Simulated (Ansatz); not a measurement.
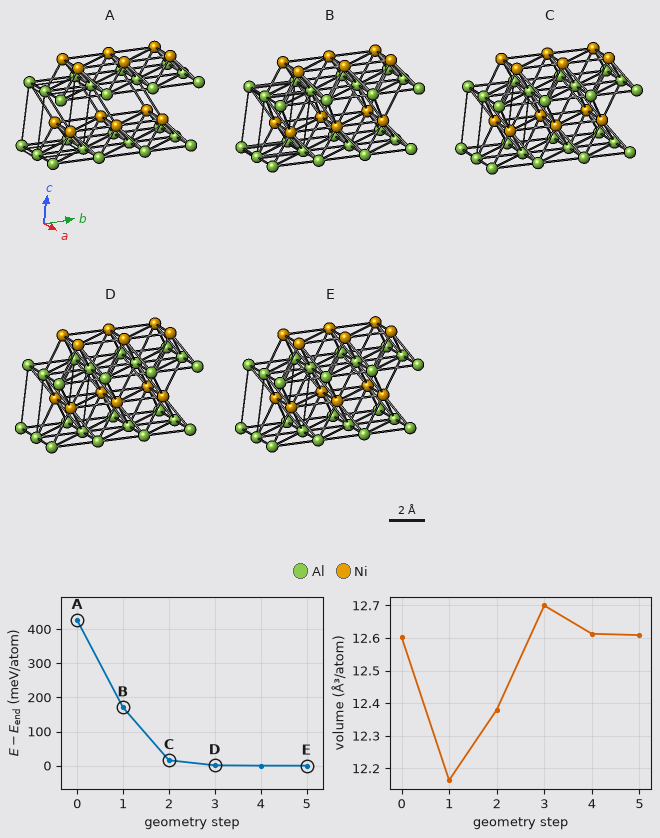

Frames of a relaxation of crystalline AlNi (set up in P1), marked on the history of the run. The picture is a ball-and-stick view of the reduced cell, repeated 2 × 3 × 2 with one cell outlined, seen slightly off an axis. Lengths and directions refer to the drawn axes.

Case: all atoms moved at random, sigma 0.15 Å for each component; relaxed back.

Method: Ansatz 0.2.0, DFT PBE, scalar-relativistic, plane waves, PAW. Set-up: plane-wave cutoff 420 eV; k-point mesh 15 × 15 × 14; occupations gaussian; smearing width 0.15 eV; no spin polarisation; cell and atoms relaxed; force threshold 0.01 eV/Å; at most 80 steps.

Question: Describe the path.

Answer: The run was cut off at its time limit before the program reported convergence, but its last step already meets the force threshold: the largest component is under 0.0001 eV/Å against 0.01 eV/Å. The pressure is within 0.01 GPa of its target. The largest moves relative to the cell, 0.23 Å, are those of Al and Ni atoms. By element the largest moves are Al 0.23 Å, Ni 0.23 Å. The drawn cell changes at constant volume: a = b 2.730 → 2.731 Å (0.0 %), c 4.210 → 4.209 Å (0.0 %). Some distances before and after: Al–Ni 2.933 → 2.509 Å, Al–Ni 2.101 → 2.509 Å, Al–Ni 2.877 → 2.509 Å, Al–Ni 2.177 → 2.509 Å. The space group (tolerance 0.01 Å) goes from P1 (No. 1) to R-3m (No. 166). Over 5 geometry steps the energy falls by 427 meV per atom. Largest force component: 4.2 eV/Å at the start, under 0.0001 eV/Å at the end. Pressure: 17.20 GPa at the start and 0.00 GPa at the end. Cost: 5.3 min on 1 thread of Arm Neoverse V2 (shared host), peak memory 0.98 GiB. From step 0 to 1: Al and Ni atoms move most (0.09 Å), volume −3.5 %, energy −256 meV per atom. From step 1 to 2: Al and Ni atoms move most (0.09 Å), volume +1.8 %, energy −155 meV per atom. From step 2 to 3: Al and Ni atoms move most (0.04 Å), volume +2.6 %, energy −14.9 meV per atom. From step 3 to 5: volume −0.7 %, energy −1.1 meV per atom.

```csv
step,"E − E(0), meV/atom","largest force component, eV/Å","pressure, GPa","volume, Å³/atom"
0,0.00,4.1874,17.20,12.604
1,-256.06,2.4703,12.64,12.164
2,-410.76,0.5450,3.49,12.380
3,-425.64,0.0049,-0.90,12.700
4,-426.56,0.0005,-0.03,12.613
5,-426.70,0.0001,0.00,12.609
```
